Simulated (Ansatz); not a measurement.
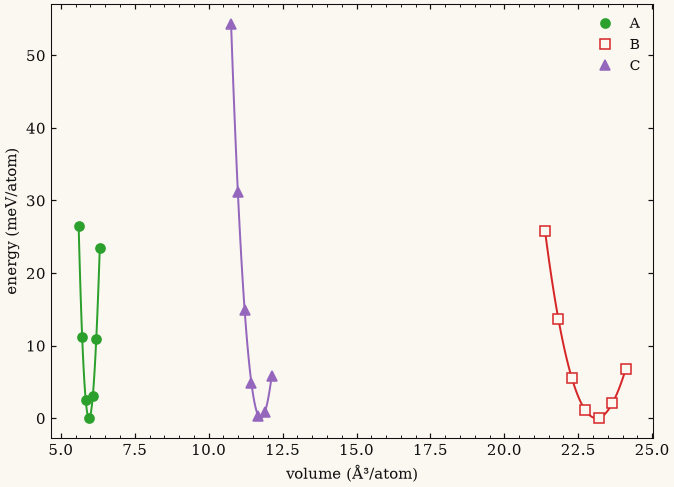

Plotted: energy against volume, with one curve for each compound, for BN, GaN and MgS (all in space group F-43m (No. 216)). The labels are replaced by letters.

Calculation (Ansatz 0.2.0): plane-wave DFT, no spin polarisation; energies at scaled volumes of the given cell, shape and fractions fixed, counted from the fit's minimum, third-order Birch-Murnaghan fit. Level: PBE.

- occupations: Fermi–Dirac
- smearing width: 0.05 eV
- potentials: Ansatz PAW
- wave cutoff: 420 eV
- density cutoff: 1680 eV

**Which letter stands for which compound?**

A: BN; B: MgS; C: GaN.
